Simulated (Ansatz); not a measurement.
**Phonon calculation, with input and output: PbTe (part 2 of 2)**

PbTe (Fm-3m, 2 atoms in the cell); DFT, PBEsol, PAW with Ansatz's default frozen-core files, scalar-relativistic; harmonic phonons by finite displacements, no spin polarisation (Ansatz 0.2.0); cutoff 420 eV, 6×6×6 k-mesh, fixed occupations. The structure derives from an entry of the Crystallography Open Database. Its volume is 1.03 times that of the source entry. It belongs to a series of runs on one base structure; here: volume scaled by 1.030, PAW files.

Geometry of the input (Å; fractional positions):
```
0.0000  3.2532  3.2532
3.2532  0.0000  3.2532
3.2532  3.2532  0.0000
Te 0.5000  0.5000  0.5000
Pb 0.0000  0.0000  0.0000
```

**The program's output, continued**
```
SCF iter   1: F=—  HF=-37314.365839 eV  |F-HF|=—  |Δ(HF+E_count)|=         —  Δρ=4.10e-5  dr2=7.18e-6  ethr=5.76e-9  ⟨swp⟩=4.0  Hψ=6035  notcnv=0  defer=118
SCF iter   2: F=—  HF=-37314.365839 eV  |F-HF|=—  |Δ(HF+E_count)|=   1.60e-7  Δρ=2.09e-5  dr2=9.21e-7  ethr=5.76e-9  ⟨swp⟩=2.3  Hψ=1658  notcnv=0  defer=120
SCF iter   3: F=—  HF=-37314.365838 eV  |F-HF|=—  |Δ(HF+E_count)|=   1.69e-7  Δρ=8.56e-6  dr2=1.37e-7  ethr=1.53e-9  ⟨swp⟩=2.0  Hψ=1352  notcnv=0  defer=120
SCF iter   4: F=—  HF=-37314.365838 eV  |F-HF|=—  |Δ(HF+E_count)|=   1.11e-8  Δρ=1.47e-6  dr2=2.67e-9  ethr=2.29e-10  ⟨swp⟩=2.0  Hψ=1450  notcnv=0  defer=120
SCF iter   5: F=—  HF=-37314.365838 eV  |F-HF|=—  |Δ(HF+E_count)|=   1.11e-9  Δρ=4.57e-7  dr2=2.51e-10  ethr=4.46e-12  ⟨swp⟩=2.7  Hψ=2172  notcnv=0  defer=120
SCF iter   6: F=—  HF=-37314.365838 eV  |F-HF|=—  |Δ(HF+E_count)|=  1.53e-10  Δρ=7.21e-8  dr2=9.06e-12  ethr=1.00e-12  ⟨swp⟩=2.2  Hψ=1521  notcnv=0  defer=120
SCF iter   7: F=-37314.365838 eV  HF=-37314.365838 eV  |F-HF|=0.00e0  |Δ(HF+E_count)|=  7.28e-12  Δρ=2.10e-8  dr2=9.04e-13  ethr=1.00e-12  ⟨swp⟩=6.1  Hψ=5406  notcnv=0
SCF 6 converged in 7 iterations: F = -37314.365838 eV  dr2 = 9.04e-13
SCF converged after 2 iterations
Free energy (F): -37314.365845 eV
Harris-Foulkes:  -37314.365845 eV  (|F-HF|=7.28e-12)
Internal energy: -37314.365845 eV  (E = F + TS)
E sigma→0 (E₀):  -37314.365845 eV
Fermi energy:    8.205641 eV
--- Per-component energies (eV) ---
  E_band       = -655.938383
  E_kinetic    = 936.033722
  E_local      = -4839.854401  (includes V_loc(G=0)·N_el)
  E_nonlocal   = 88.502452
  E_hartree    = 2529.819656
  E_xc         = -684.919122
  E_vxc        = -473.753540  (∫ρ·V_xc dr)
  E_paw        = -29677.973115  (= ΣΔE_a)
  E_vpaw       = -1426.505941  (= ΣTr[D̂ρ^β])
  E_aug_tail   = -0.000215  (compensation charges beyond the density's cutoff)
  E_ewald      = -5666.848685
  E_core_change = 0.873864  (= ΣΔE_core)
  E_smearing   = -0.000000  (= −TS)
  E_closure    = 0.000000  (closes the sum)
  Σ components = -37314.365845   (vs F -37314.365845, Δ=0.00e0)
--- Forces (eV/Å), atoms counted from 1 ---
  atom   1  Te     0.00000000     0.00000000    -0.00000000
  atom   2  Pb    -0.00000000     0.00000000    -0.00000000
  atom   3  Te     0.00000000     0.00000000    -0.00000000
  atom   4  Pb     0.00000000    -0.00000000     0.00000000
  max |Σ_I F_I| component: 3.90e-29 eV/Å
--- Band table (eV; the first three rows and the last of 20) ---
  k-point 0: bands = ["-27.8210", "-27.8207", "-27.8207", "-27.8204", "-27.8155", "-27.8153", "-27.8153", "-27.8153", "-27.8145", "-27.8145", "-8.4611", "-8.4034", "-8.4032", "-8.4032", "-8.3942", "-8.3942", "-8.3942", "-8.3929", "-8.3700", "-8.3700", "-3.6594", "-2.0488", "0.9455", "2.5451", "3.8493", "5.5239", "5.5239", "6.9508", "6.9508", "6.9508", "11.5149", "12.2430", "12.2430", "12.2430", "13.5925", "13.5925"]
  k-point 1: bands = ["-27.8208", "-27.8207", "-27.8206", "-27.8204", "-27.8155", "-27.8154", "-27.8151", "-27.8151", "-27.8147", "-27.8147", "-8.4433", "-8.4142", "-8.4011", "-8.4006", "-8.3965", "-8.3954", "-8.3885", "-8.3885", "-8.3764", "-8.3764", "-3.3547", "-2.5741", "1.0613", "1.8276", "5.4126", "5.8255", "5.8255", "6.5276", "6.5276", "7.9094", "9.9455", "11.8555", "12.3647", "12.3647", "12.4189", "12.8611"]
  k-point 2: bands = ["-27.8209", "-27.8207", "-27.8207", "-27.8204", "-27.8154", "-27.8153", "-27.8152", "-27.8152", "-27.8147", "-27.8146", "-8.4495", "-8.4065", "-8.4065", "-8.3988", "-8.3985", "-8.3936", "-8.3906", "-8.3906", "-8.3746", "-8.3727", "-3.4300", "-2.1250", "0.5911", "1.8671", "4.4525", "5.8231", "5.9350", "7.0203", "7.0203", "7.3004", "11.0653", "11.3370", "11.3370", "11.9590", "12.5497", "12.8611"]
  k-point 19: bands = ["-27.8209", "-27.8209", "-27.8204", "-27.8204", "-27.8153", "-27.8153", "-27.8148", "-27.8148", "-27.8145", "-27.8145", "-8.4492", "-8.4492", "-8.4013", "-8.4013", "-8.3955", "-8.3955", "-8.3788", "-8.3788", "-8.3700", "-8.3700", "-1.9417", "-1.9417", "0.4479", "0.4479", "4.1786", "4.1786", "4.9867", "4.9867", "7.0184", "7.0184", "10.9766", "10.9766", "12.5275", "12.5275", "14.0998", "14.0998"]
--- Phonons: 4 displaced members + 2 references (amplitude of the first 0.0025 Å, Σ member SCF iterations 28) ---
  ASR residual: 1.253e-4 → 0.000e0 eV/Å²; symmetrization residual: 2.475e-5 eV/Å²
  largest component of a force at the reference: 3.7e-29 eV/Å
  ASR residual per site (eV/Å²): 4.76e-5 1.25e-4
  Γ frequencies (cm⁻¹): 0.00 0.00 0.00 14.00 14.00 14.00
  Unit cell's response to a homogeneous field: 3 representative field directions (Σ response iterations 15)
  ε∞ (high-frequency dielectric tensor):
       28.843962    -0.000000     0.000000
       -0.000000    28.843962     0.000000
        0.000000     0.000000    28.843962
  ε⁰ (static dielectric tensor): not given — the deck does not say what the cell's rigid motions are, and on a molecule in a box or a wire the rigid rotations would enter the sum over the modes at Γ. For a crystal or a slab, whose only rigid motions are the translations, set phonons.rigid_motions: translations.
  Born effective charges Z* (e; rows j = field, columns β = displacement):
    site 0:
        -5.82296    0.00000    0.00000
        -0.00000   -5.82296    0.00000
        -0.00000   -0.00000   -5.82296
    site 1:
         5.82296   -0.00000   -0.00000
         0.00000    5.82296   -0.00000
         0.00000    0.00000    5.82296
  Z* charge neutrality: 9.907e-3 e pre-enforcement
  solved inside a basis spanned on the 6×6×6 k-mesh, on 10×10×10 k-points, its susceptibility summed on 14×14×14: ε∞ is read to err by 1.5e-1, Z* by 6.2e-2 e; Z* is corrected for what the basis lacks
  optical modes at Γ without the LO–TO term, one row a degenerate level:
      ω (cm⁻¹)  modes    IR ((D/Å)²/amu)
         14.00      3            29.7178
  optical modes at Γ + LO–TO along q̂ = [1.0000, 0.0000, 0.0000]:
      ω (cm⁻¹)  modes    IR ((D/Å)²/amu)
         14.00      2            19.8119
        104.08      1             9.9059
  optical modes at Γ + LO–TO along q̂ = [0.0000, 1.0000, 0.0000]:
      ω (cm⁻¹)  modes    IR ((D/Å)²/amu)
         14.00      2            19.8119
        104.08      1             9.9059
  optical modes at Γ + LO–TO along q̂ = [0.0000, 0.0000, 1.0000]:
      ω (cm⁻¹)  modes    IR ((D/Å)²/amu)
         14.00      2            19.8119
        104.08      1             9.9059
--- Phonons (by wavevector): 3 wavevectors in 2 supercells ---
  supercell 1 (2 cells, vectors [1, 0, 0], [0, 1, -1], [0, 0, 2] in multiples of the cell's): 2 displaced members by 0.0025 Å; free energy -37314.365845 eV; taken off its force constants: by the sum rule 1.3e-4, by the symmetrisation 1.4e-5 eV/Å²
  symmetry images taken by strict's conditions (phonons.symmetry_images: auto; settled by no image being taken that strict refuses)
  supercell 2 (2 cells, vectors [1, 0, 0], [0, 1, 0], [0, 0, 2] in multiples of the cell's): 2 displaced members by 0.0025 Å; free energy -37314.365845 eV; taken off its force constants: by the sum rule 8.2e-5, by the symmetrisation 2.5e-5 eV/Å²; Γ matrix within 2.8e-5 eV/Å² of supercell 1's
  symmetry images taken by strict's conditions (phonons.symmetry_images: auto; settled by no image being taken that strict refuses)
  q = [0.0000, 0.0000, 0.0000] (star 1, supercell 1; hermiticity 2.50e-51, symmetrization 9.50e-6): -0.00 -0.00 0.00 14.00 14.00 14.00
  q = [0.0000, 0.0000, -0.5000] (star 4, supercell 2; hermiticity 2.38e-16, symmetrization 1.24e-15): 53.31 53.31 87.20 91.87 91.87 101.40
  q = [0.0000, -0.5000, -0.5000] (star 3, supercell 1; hermiticity 2.32e-16, symmetrization 8.30e-16): 22.48 22.48 29.15 61.61 61.61 69.15
  joined force constants: q→R imaginary residual 1.41e-17
  density of states and harmonic sums: on the 16×16×16 q-mesh, interpolated from the force constants of a 2×2×2 supercell (with the dipole–dipole term)
  largest difference from the sums on the solved wave vectors: F 1.47e-2 eV, S 4.70e-5 and C_V 3.22e-5 eV/K
  zero-point energy: 0.023736 eV/cell   skipped modes (ω ≤ 0): 3   left out of the sums: 1.22e-4 of the cell's modes: C_V's classical limit lies that fraction below 3 k_B per atom; for a crystal, a wire or a layer, F and S can be off by more, and a phonons.interpolated_qmesh denser along its periods is the remedy for the sampling
```

**File phthermo.tsv**
```
# format = ansatz-phthermo/1
# interpolated_qmesh = 16 16 16
# force_constants_supercell = 2 2 2
# non_analytic_term = included (the dipole-dipole term of the run's Born effective charges and high-frequency dielectric tensor (where they are solved with the displacements' responses and are means over more operations than the force constants, of those that the k mesh gives, averaged as the force constants are; where they are of points inside a basis, what they differ from the k mesh's own by stays in what lies between the sampled wave vectors) is in the interpolated dynamical matrix, and no dipole-quadrupole or higher term is, so what lies between sampled wave vectors stays as converged as the mesh, the term itself as its tensors are in theirs, and near GAMMA the transverse optical and acoustic branches of a crystal with a site that is no centre of inversion can stay off; a row of a path at GAMMA holds the limit along its piece of the path (the whole path, where it does not jump; a piece that never leaves GAMMA stands at zero macroscopic field), a row of a mesh at GAMMA stands at zero macroscopic field with that point's weight, and on a cell with vacuum the term is the periodic stack's, or with phonons.isolated the sheet's or wire's own, and can move a branch further from a solve)
# zero_point_energy_ev = 2.3736443683e-2
# n_skipped_modes = 3
# share_of_modes_left_out = 1.2207031250e-4
# rigid_motions_known_by = geometry
# t_k	f_vib_ev	s_ev_per_k	c_v_ev_per_k
0.0000	2.3736443683e-2	0.0000000000e0	0.0000000000e0
100.0000	-5.4179754533e-3	6.1043018011e-4	4.7926635724e-4
200.0000	-8.5472033498e-2	9.5430572799e-4	5.0711097765e-4
300.0000	-1.9192479297e-1	1.1611694645e-3	5.1255410415e-4
400.0000	-3.1577869899e-1	1.3089254961e-3	5.1448151994e-4
500.0000	-4.5262862313e-1	1.4238360726e-3	5.1537760432e-4
600.0000	-5.9985482931e-1	1.5178476751e-3	5.1586542329e-4
700.0000	-7.5571860483e-1	1.5973925405e-3	5.1615992327e-4
800.0000	-9.1898117857e-1	1.6663294318e-3	5.1635121043e-4
900.0000	-1.0887149532e0	1.7271548747e-3	5.1648242246e-4
1000.0000	-1.2641992309e0	1.7815768484e-3	5.1657631069e-4
```

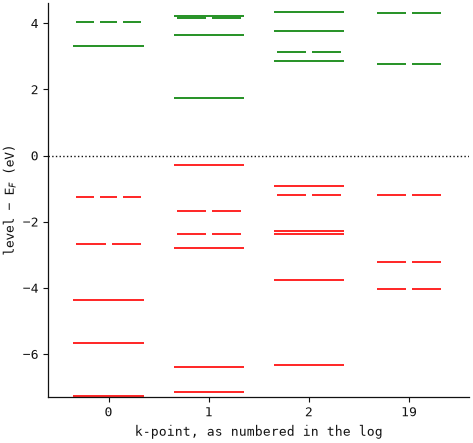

Fig. 1: Kohn–Sham levels near the Fermi level (dotted) at the few k-points that the log prints; levels within 0.02 eV of each other stand side by side. Among these points the highest filled and lowest empty levels are 2.04 eV apart; the gap on the full mesh, 0.71 eV, has an edge at a point that isn't printed.

**Key numbers**

| quantity | value |
| --- | --- |
| outcome | converged |
| space group (tolerance 0.01 Å) | Fm-3m (225) |
| electrons treated | 60 |
| free energy | −37314.3658 eV |
| Fermi energy | 8.206 eV |
| gap on the k-point mesh | 0.71 eV |
| largest force (length of the vector) | under 0.001 eV/Å |
| wall time | 81 s |
| peak memory | 0.82 GiB |

**Notes**

Spin–orbit coupling is left out, which matters for Pb.
